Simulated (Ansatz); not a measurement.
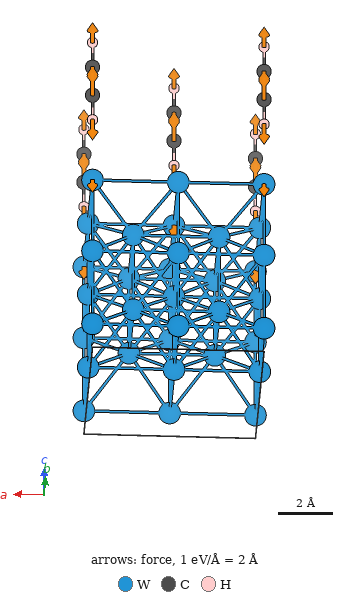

Starting geometry of a slab of composition HW5C (cut from the Im-3m phase) with the computed forces as orange arrows. Style: ball-and-stick. Shown: the cell of the calculation, outlined in the plane, without the vacuum (origin shifted), from a free direction.

Case: 2 C2H2 a cell, upright, over a top W site. The slab is the (1 0 0) face of W with C2H2 on it. 8 atoms are held fixed.

Computed with Ansatz, DFT PBE, scalar-relativistic, plane waves, PAW.

Input
```yaml
crystal:
  lattice:
    - [6.3671172898, 0.0, 0.0]
    - [0.0, 6.3671172898, 0.0]
    - [0.0, 0.0, 27.6892172898]
  atoms:
    - { symbol: W, position: [0.25, 0.75, 0.2889211319] }
    - { symbol: W, position: [0.25, 0.25, 0.2889211319] }
    - { symbol: W, position: [0.75, 0.75, 0.2889211319] }
    - { symbol: W, position: [0.75, 0.25, 0.2889211319] }
    - { symbol: W, position: [0.5, 0.5, 0.3464084673] }
    - { symbol: W, position: [0.5, 0.0, 0.3464084673] }
    - { symbol: W, position: [0.0, 0.5, 0.3464084673] }
    - { symbol: W, position: [0.0, 0.0, 0.3464084673] }
    - { symbol: W, position: [0.75, 0.25, 0.4023121261] }
    - { symbol: W, position: [0.75, 0.75, 0.4023121261] }
    - { symbol: W, position: [0.25, 0.25, 0.4023121261] }
    - { symbol: W, position: [0.25, 0.75, 0.4023121261] }
    - { symbol: W, position: [0.0, 0.0, 0.4622942152] }
    - { symbol: W, position: [0.0, 0.5, 0.4622942152] }
    - { symbol: W, position: [0.5, 0.0, 0.4622942152] }
    - { symbol: W, position: [0.5, 0.5, 0.4622942152] }
    - { symbol: W, position: [0.25, 0.75, 0.5122984366] }
    - { symbol: W, position: [0.25, 0.25, 0.5122984366] }
    - { symbol: W, position: [0.75, 0.75, 0.5122984366] }
    - { symbol: W, position: [0.75, 0.25, 0.5122984366] }
    - { symbol: C, position: [0.75, 0.25, 0.6875904988] }
    - { symbol: C, position: [0.75, 0.25, 0.6440609188] }
    - { symbol: H, position: [0.75, 0.25, 0.7258147646] }
    - { symbol: H, position: [0.75, 0.25, 0.605836653] }
    - { symbol: C, position: [1.25, 0.75, 0.6875904988] }
    - { symbol: C, position: [1.25, 0.75, 0.6440609188] }
    - { symbol: H, position: [1.25, 0.75, 0.7258147646] }
    - { symbol: H, position: [1.25, 0.75, 0.605836653] }
basis:
  ecutwfc: 420
kpoints:
  mp_grid: { grid: [3, 3, 1] }
hamiltonian:
  xc: pbe
scf:
  occupations: { method: gaussian, width: 0.1 }
output:
  forces: true
  eigenvalues: true
  write_density: true
  write_potential: true
  elf: true
  volumetric_format: npy
relax:
  adjacent_minimum: "off"
  f_tol: 0.04
  max_steps: 100
  constraints: [{ sites: [0, 1, 2, 3, 4, 5, 6, 7] }]
efield:
  axis: 3
  dipole_correction: true
  ramp_width: 0.04
```

Launched with:
```bash
ansatz run input.yaml --threads 4 --pin off --max-ram 10240MiB --backend cpu --events-out ev --progress --plain --runs-dir out
```

**What follows when this structure is relaxed?**

It isn't relaxed: the largest force vector, on C atoms, is 0.63 eV/Å. The final displacements have little in common with the starting forces (cosine between the two patterns 0.12). The largest moves, 1.60 Å, are those of C21, C22, H23, C25, C26 and H27. H23 goes along the normal (+c). Largest moves by element: H 1.60 Å, C 1.59 Å. W stays in place. The cell stays as it was. Some distances before and after: C21–H23 1.058 → 1.069 Å. The energy falls by 0.213 eV per cell of the calculation in 10 geometry steps. The largest force component goes from 0.63 to 0.0035 eV/Å.

Limits of the set-up: the periodic images lie only 6.4 Å apart, so the values are limited by the cell's size.
